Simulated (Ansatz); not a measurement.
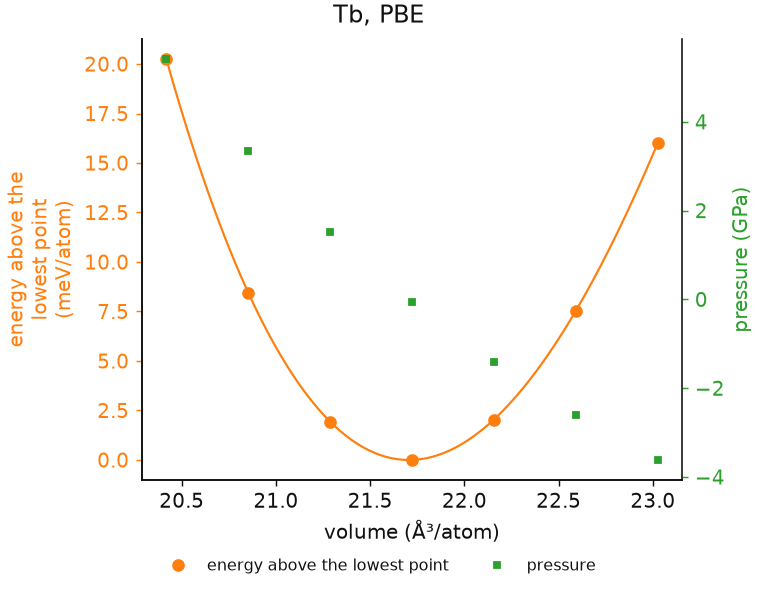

The figure shows the energy above the lowest point and pressure against volume for Tb, space group Fd-3m (No. 227) (one of a set of cubic test structures, which need not be the stable phase).

Calculation (Ansatz 0.2.0 development build): equation of state of a cubic crystal from periodic Kohn-Sham density functional theory without spin, third-order Birch-Murnaghan fit to the free energies; pressure corrected for the finite basis. Level: PBE.

- structure type: diamond
- atoms in cell: 2
- space group number: 227
- lattice centring: face-centred primitive
- k mesh: 34×34×34
- occupation method: Fermi–Dirac
- occupation width: 0.06123 eV
- wave cutoff: 420 eV
- datasets: soft-1 PAW
- density tolerance: 1e−07 eV
- bands: 30
- density cutoff ratio: 4
- search for lower states: default

> What equilibrium volume and bulk modulus follow from the curve?

A third-order Birch–Murnaghan fit gives V0 = 21.71 Å³/atom, B0 = 73.5 GPa and B′ = 6.1.

> Read off the course of the pressure.

It falls from 5.412 GPa at volume 20.42 Å³/atom to −3.617 GPa at 23.03 Å³/atom, and changes sign near 21.71 Å³/atom.

Note: cubic model structure, not the ambient form; open f shell treated without spin.

The computed values:

```json
{"volume (Å³/atom)": "20.42", "energy above the lowest point (meV/atom)": "20.2", "pressure (GPa)": "5.412"}
{"volume (Å³/atom)": "20.85", "energy above the lowest point (meV/atom)": "8.5", "pressure (GPa)": "3.332"}
{"volume (Å³/atom)": "21.29", "energy above the lowest point (meV/atom)": "1.9", "pressure (GPa)": "1.521"}
{"volume (Å³/atom)": "21.72", "energy above the lowest point (meV/atom)": "0.0", "pressure (GPa)": "-0.050"}
{"volume (Å³/atom)": "22.16", "energy above the lowest point (meV/atom)": "2.0", "pressure (GPa)": "-1.418"}
{"volume (Å³/atom)": "22.59", "energy above the lowest point (meV/atom)": "7.5", "pressure (GPa)": "-2.599"}
{"volume (Å³/atom)": "23.03", "energy above the lowest point (meV/atom)": "16.0", "pressure (GPa)": "-3.617"}
```
